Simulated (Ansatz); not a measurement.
S

```cif
data_structure
_symmetry_space_group_name_H-M 'P 1'
_symmetry_Int_Tables_number 1
_cell_length_a 14.1031
_cell_length_b 13.5815
_cell_length_c 8.5265
_cell_angle_alpha 75.431
_cell_angle_beta 68.756
_cell_angle_gamma 35.813
_cell_volume 888.02
loop_
_atom_site_label
_atom_site_type_symbol
_atom_site_fract_x
_atom_site_fract_y
_atom_site_fract_z
_atom_site_occupancy
S1 S 0.89642 0.36177 0.31259 1
S2 S 0.36177 0.89642 0.42922 1
S3 S 0.42922 0.31259 0.36177 1
S4 S 0.31259 0.42922 0.89642 1
S5 S 0.35358 0.88823 0.93741 1
S6 S 0.88823 0.35358 0.82078 1
S7 S 0.82078 0.93741 0.88823 1
S8 S 0.93741 0.82078 0.35358 1
S9 S 0.94382 0.45842 0.36066 1
S10 S 0.45842 0.94382 0.23710 1
S11 S 0.23710 0.36066 0.45842 1
S12 S 0.36066 0.23710 0.94382 1
S13 S 0.30618 0.79158 0.88934 1
S14 S 0.79158 0.30618 0.01290 1
S15 S 0.01290 0.88934 0.79158 1
S16 S 0.88934 0.01290 0.30618 1
S17 S 0.67228 0.48182 0.48011 1
S18 S 0.48182 0.67228 0.36579 1
S19 S 0.36579 0.48011 0.48182 1
S20 S 0.48011 0.36579 0.67228 1
S21 S 0.57772 0.76818 0.76989 1
S22 S 0.76818 0.57772 0.88421 1
S23 S 0.88421 0.76989 0.76818 1
S24 S 0.76989 0.88421 0.57772 1
S25 S 0.87263 0.63464 0.19181 1
S26 S 0.63464 0.87263 0.30091 1
S27 S 0.30091 0.19181 0.63464 1
S28 S 0.19181 0.30091 0.87263 1
S29 S 0.37737 0.61536 0.05819 1
S30 S 0.61536 0.37737 0.94909 1
S31 S 0.94909 0.05819 0.61536 1
S32 S 0.05819 0.94909 0.37737 1
```

Space group Fddd.

All numbers below come from DFT r2SCAN, scalar-relativistic, plane waves, PAW in Ansatz.

Q: Predict the valence pseudo-density and electron localisation function between the atoms.

A: S–S (2.06 Å): the density is about 1 e/Å³ at the midpoint; the ELF peaks at about 0.80 between the atoms; localised, covalent bonding.

Q: Metal or insulator at this level of theory?

A: It is gapped, with a Kohn–Sham gap of 2.5 eV on the k-point mesh, an upper bound to the gap of this method.

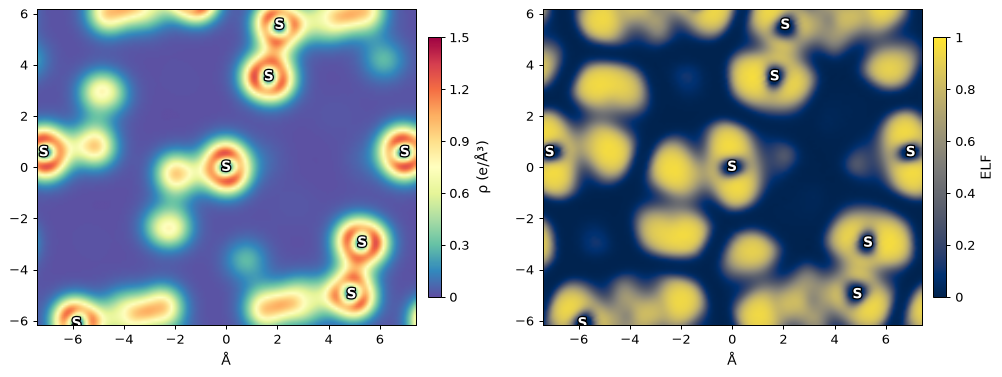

Computed valence pseudo-density and electron localisation function on the (011) plane of the calculation cell, in this order. Atoms just off the plane (S, 0.7 Å away) can leave unmarked features too.

Core electrons are frozen (PAW), and the valence fields are smoothed inside the atomic spheres.
